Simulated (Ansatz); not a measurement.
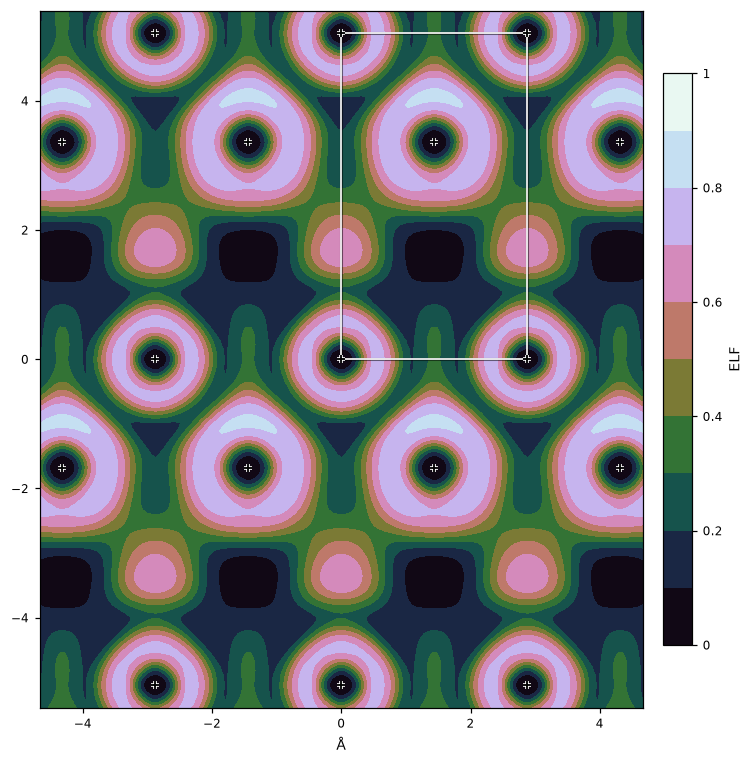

The electron localisation function on a plane through atoms (crosses mark nuclei in the plane).

These are results of DFT r2SCAN, scalar-relativistic, plane waves, PAW (Ansatz), not measurements.

Candidates:
A. WC, a = 2.91 Å, b = 2.91 Å, c = 2.88 Å, α = 90.00°, β = 90.00°, γ = 120.00°. Space group P-6m2; a structure from a database of computed crystals, not necessarily the ambient phase; changed on purpose from its base cell (strain along c alone, the other axes held, atoms relaxed: +1.5 %); computed pressure about −6 GPa in this cell.
B. Cu, a = 2.53 Å, b = 2.53 Å, c = 8.26 Å, α = 90.00°, β = 90.00°, γ = 120.00°. Space group P6₃/mmc; a structure from a database of computed crystals, not necessarily the ambient phase; computed without spin polarisation.
C. TiC, a = 3.18 Å, b = 3.18 Å, c = 4.25 Å, α = 90.00°, β = 90.00°, γ = 90.00°. Space group I4/mmm; a structure from a database of computed crystals, not necessarily the ambient phase; changed on purpose from its base cell (biaxial strain in the a-b plane, c and atoms relaxed: +4.0 %); computed pressure about −13 GPa in this cell; computed without spin polarisation.

Which candidate gave the map?

Answer. Candidate A: WC on the (110) plane of the conventional cell, which holds W and C. W–C (2.21 Å): the ELF peaks at about 0.80 in the valence shell of C, 0.7 Å from its nucleus, and is about 0.30 at the midpoint. W–W (2.88 Å): the ELF is about 0.30 at the midpoint.
